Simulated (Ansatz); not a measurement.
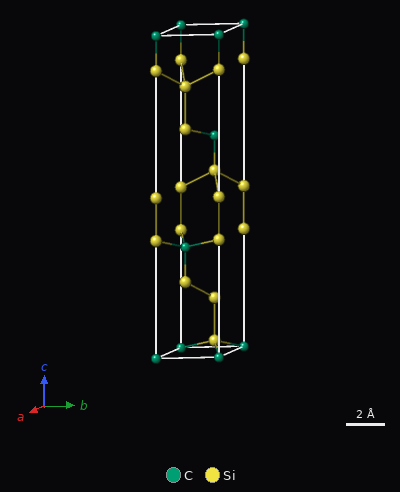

*The structure (ball-and-stick view of the cell 3 times as large as that of the calculation, set on its symmetry axes, seen slightly off an axis).*

Near neighbours in the crystal (not all of them lie inside the picture): C has 4 Si at 1.91 to 2.04 Å; Si has 4 Si at 2.23 to 2.34 Å; Si has 3 C at 2.04 Å and 1 Si at 2.34 Å; Si has 1 C at 1.91 Å and 3 Si at 2.23 Å.

Single-point calculation of Si3C

- system: Si3C (R3m, 4 atoms in the cell)
- method: DFT, PBE, plane waves, PAW, no spin polarisation (Ansatz 0.2.0)

The structure was built on a prototype by a generator. The geometry comes from this level: r2SCAN. It belongs to a series of runs on one base structure; here: kpoints.mp_grid.grid = [2, 2, 2]. Figures and captions count atoms from 1; the log counts them from 0 in places.

### What the program printed
```
basis.fft_grid_basis auto: the FFT boxes are laid along the combinations [[1, 0, -1], [0, 1, -1], [0, 0, 1]] of the cell's own vectors, 3.397, 3.397 and 6.190 Å long. The dense box has 24×24×45 points. Along the cell's own vectors, as sized, it would have 45×45×45, 3.52 times as many. Of the 6 symmetry operations that the crystal satisfies within crystal.symmetry.tolerance (time reversal apart; of a slab, those that keep its plane) the dense box along the cell's own vectors carries 6, and the one as laid loses 4 of those. basis.fft_grid_basis: typed keeps the cell's own vectors: state it where this run's energies or levels are differenced outside the engine with another run's, or held beside a run that keeps those vectors.
scf.n_extra_bands = 5 over 8 filled bands (N_el = 16.0): the run solves 13 bands
Engine: ansatz 0.2.0, aarch64-unknown-linux-gnu
Pseudopotentials: kind: paw
Pseudopotential: C, paw, valence charge 4, recommended cutoff 420 eV (normal), C.paw.azcp
Pseudopotential: Si, paw, valence charge 4, recommended cutoff 420 eV (normal), Si.paw.azcp
Functional definition: PBE
  parameter kappa = 0.804
  parameter beta = 0.06672455060314922
  exchange = pbe_x(kappa = kappa, mu = beta*pi^2/3)
  correlation = pbe_c(beta = beta)
Crystal: 4 atoms, lattice volume = 58.679 Å³
Basis set: ecut = 420 eV, 1147 PW (Γ), FFT grids on a1−a3, a2−a3, a3, exchange–correlation on 48×48×90 points (8 copies of the dense FFT grid, shifted against one another)
Bands: 13, of which v1, the nominal top of the filled ones, is band 8 counted from 1 (7 counted from 0)
Symmetry: 6 space group operations
Space group: R3m (ITA 160), of the structure as read, at distance tolerance 3.9e-5 Å
k-points: 4 of 8
Non-local potential: C, projectors of the file, l = 0: 2, l = 1: 2, l = 2: 1
Non-local potential: Si, projectors of the file, l = 0: 2, l = 1: 2, l = 2: 2
PAW form: soft (Blöchl's): semilocal exchange-correlation on the pseudo side does not see the compensation charge
PAW one-centre angular grid: C, 110 points (default); XC on 64 Gauss nodes
PAW one-centre angular grid: Si, 110 points (default); XC on 64 Gauss nodes
Initial density: superposition of atomic densities (neutral atoms: chi_scale 0, normalization atom), corrected by the library's trained network
Initial wavefunctions: pseudopotential atomic-orbital guess
Functional: x = pbe(κ = 0.804, μ = 0.2195149727645171), c = pbe(β = 0.06672455060314922)
SCF iter   1: F=—  HF=-2154.808338 eV  |F-HF|=—  |Δ(HF+E_count)|=         —  Δρ=2.58e-2  dr2=1.67e0  ethr=1.77e-3  ⟨swp⟩=7.8  Hψ=385  notcnv=0
preconditioner: auto → none  [insulator: Δε(μ)=0.253 eV  Ē_g=9.087 eV  σ=0.020 eV  W_gap=1.00  n_scr=10 (ndim 8)  ℏωp=19.4 eV  f_vac=0.000  D(μ)=0.06/eV (n_scr^D=0)  ε∞_Penn≈5.6]
SCF iter   2: F=—  HF=-2155.267427 eV  |F-HF|=—  |Δ(HF+E_count)|=   4.59e-1  Δρ=4.43e-2  dr2=4.54e0  ethr=1.77e-3  ⟨swp⟩=4.2  Hψ=163  notcnv=0  defer=1  recentre
SCF iter   3: F=—  HF=-2154.551745 eV  |F-HF|=—  |Δ(HF+E_count)|=   7.16e-1  Δρ=8.19e-3  dr2=4.61e-2  ethr=1.77e-3  ⟨swp⟩=3.2  Hψ=133  notcnv=0  defer=3
SCF iter   4: F=—  HF=-2154.549969 eV  |F-HF|=—  |Δ(HF+E_count)|=   1.78e-3  Δρ=3.07e-3  dr2=2.77e-2  ethr=2.88e-4  ⟨swp⟩=3.5  Hψ=110  notcnv=0  defer=3
SCF iter   5: F=—  HF=-2154.544271 eV  |F-HF|=—  |Δ(HF+E_count)|=   5.70e-3  Δρ=1.60e-3  dr2=2.80e-3  ethr=1.73e-4  ⟨swp⟩=2.5  Hψ=88  notcnv=0  defer=3
SCF iter   6: F=—  HF=-2154.543723 eV  |F-HF|=—  |Δ(HF+E_count)|=   5.48e-4  Δρ=7.10e-4  dr2=6.10e-4  ethr=1.75e-5  ⟨swp⟩=2.5  Hψ=71  notcnv=0  defer=3
SCF iter   7: F=—  HF=-2154.543595 eV  |F-HF|=—  |Δ(HF+E_count)|=   1.27e-4  Δρ=1.62e-4  dr2=2.62e-5  ethr=3.81e-6  ⟨swp⟩=2.2  Hψ=67  notcnv=0  defer=3
SCF iter   8: F=—  HF=-2154.543604 eV  |F-HF|=—  |Δ(HF+E_count)|=   9.41e-6  Δρ=7.24e-5  dr2=4.14e-6  ethr=1.64e-7  ⟨swp⟩=1.8  Hψ=71  notcnv=0  defer=3
SCF iter   9: F=—  HF=-2154.543604 eV  |F-HF|=—  |Δ(HF+E_count)|=   6.07e-7  Δρ=1.76e-5  dr2=3.18e-7  ethr=2.59e-8  ⟨swp⟩=2.0  Hψ=65  notcnv=0  defer=3
SCF iter  10: F=-2154.543604 eV  HF=-2154.543604 eV  |F-HF|=3.05e-9  |Δ(HF+E_count)|=   4.99e-8  Δρ=1.73e-6  dr2=3.76e-9  ethr=6.25e-10  ⟨swp⟩=8.5  Hψ=286  notcnv=0
SCF 1 converged in 10 iterations: F = -2154.543604 eV  dr2 = 3.76e-9
  greatest PAW one-centre occupation: 0.637 electrons in one spin orbital (limit 2), on the Si atom at site 1 (counted from 0), in its partial waves of l = 0
```

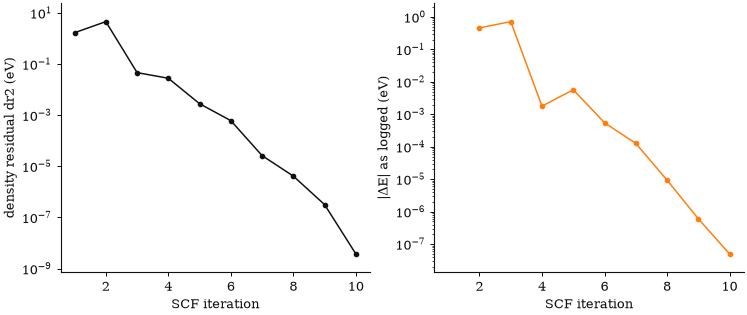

*Convergence of the self-consistent field: density residual dr2 and size of the energy change against the SCF iteration.*

The residual comes down, with one marked jump up, by a factor of about 2.5, at step 2.

```
SCF converged after 10 iterations
Free energy (F): -2154.543604 eV
Harris-Foulkes:  -2154.543604 eV  (|F-HF|=3.05e-9)
Internal energy: -2154.536671 eV  (E = F + TS)
E sigma→0 (E₀):  -2154.540138 eV
Entropy (-TS):   -0.006932 eV (-1.733 meV/atom)
Fermi energy:    8.645534 eV
--- Per-component energies (eV) ---
  E_band       = 38.975206
  E_kinetic    = 215.723151
  E_local      = -175.075064  (includes V_loc(G=0)·N_el)
  E_nonlocal   = 102.456788
  E_hartree    = 55.437293
  E_xc         = -214.348355
  E_vxc        = -200.984323  (∫ρ·V_xc dr)
  E_paw        = -1637.595253  (= ΣΔE_a)
  E_vpaw       = -14.019533  (= ΣTr[D̂ρ^β])
  E_aug_tail   = 0.000023  (compensation charges beyond the density's cutoff)
  E_ewald      = -501.135255
  E_smearing   = -0.006932  (= −TS)
  E_closure    = 0.000000  (closes the sum)
  Σ components = -2154.543604   (vs F -2154.543604, Δ=0.00e0)
--- Forces (eV/Å), atoms counted from 1 ---
  atom   1  C      0.00000000     0.00000000    -0.05306187
  atom   2  Si    -0.00000000     0.00000000    -2.67006827
  atom   3  Si     0.00000000    -0.00000000    -0.15292275
  atom   4  Si     0.00000000     0.00000000     2.87604793
  max |Σ_I F_I| component: 4.96e-6 eV/Å
--- Stress (GPa, compression-positive) ---
        1.825020       0.000000       0.000000
        0.000000       1.825020       0.000000
        0.000000       0.000000       3.137676
  P = ⅓ Tr σ = 2.2626 GPa (22.626 kbar)
--- Band table (eV) ---
  k-point 0: bands = ["-6.0442", "-3.2306", "-0.0423", "6.3214", "6.3214", "7.4138", "8.8808", "8.8808", "9.1462", "11.5221", "12.0693", "12.0693", "12.8085"]
  k-point 1: bands = ["-3.5028", "-1.5891", "0.4217", "1.3247", "3.6709", "4.2148", "4.9363", "6.4677", "9.5670", "10.5210", "11.4736", "13.8214", "14.0975"]
  k-point 2: bands = ["-3.5164", "-0.8613", "-0.1555", "0.1416", "4.4005", "4.7173", "6.5201", "6.9970", "8.2789", "9.3734", "10.4477", "12.1960", "12.5548"]
  k-point 3: bands = ["-5.6278", "-4.3743", "2.7318", "3.6810", "6.3528", "6.3528", "8.6455", "8.6455", "10.3471", "11.4132", "12.3541", "12.3541", "13.5911"]
```

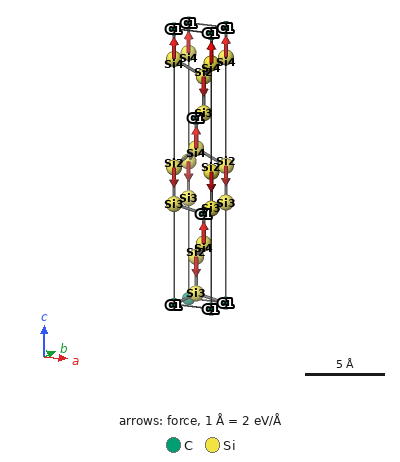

*Forces on the atoms as red arrows (ball-and-stick view of the cell 3 times as large as that of the calculation, set on its symmetry axes, seen slightly off an axis; atoms are numbered from 1 in the order of the input); the smallest are left out.*

The largest act on Si4 (2.88 eV/Å); Si2 (2.67 eV/Å). 

This output came from the following input.

### Input file
```yaml
crystal:
  lattice:
    - [1.6986113246, 0.9806937055, 5.8709154094]
    - [-1.6986113246, 0.9806937055, 5.8709154094]
    - [0.0, -1.961387411, 5.8709154094]
  atoms:
    - { symbol: C, position: [0.9989692349, -0.0010307651, -0.0010307651] }
    - { symbol: Si, position: [0.4966196746, 0.4966196746, 0.4966196746] }
    - { symbol: Si, position: [0.3638779033, 0.3638779033, 0.3638779033] }
    - { symbol: Si, position: [0.8905331871, 0.8905331871, 0.8905331871] }
kpoints:
  mp_grid: { grid: [2, 2, 2] }
hamiltonian:
  xc: pbe
scf:
  occupations: { method: fermi_dirac, width: 0.02 }
  n_extra_bands: 5
output:
  forces: true
  stress: true
  eigenvalues: true
```

Run as:
```bash
ansatz run input.yaml --threads 4 --pin off --max-ram 3686MiB --backend cpu --events-out ev --progress --plain --runs-dir out
```

### Summary

```json
{"quantity": "outcome", "value": "converged"}
{"quantity": "space group (tolerance 0.01 Å)", "value": "R3m (160)"}
{"quantity": "electrons treated", "value": "16"}
{"quantity": "free energy", "value": "−2154.5436 eV"}
{"quantity": "Fermi energy", "value": "8.646 eV"}
{"quantity": "band gap", "value": "none (metallic)"}
{"quantity": "pressure", "value": "2.26 GPa"}
{"quantity": "largest force (length of the vector)", "value": "2.876 eV/Å"}
{"quantity": "hardware", "value": "4 threads of Arm Neoverse N1, 16 GiB of memory available, shared host"}
{"quantity": "peak memory", "value": "0.27 GiB"}
```

### Remarks

Settings chosen away from the usual ones: kpoints.mp_grid.grid = [2, 2, 2]. The k-point mesh is coarse for a cell of this size, so the results may not be converged.
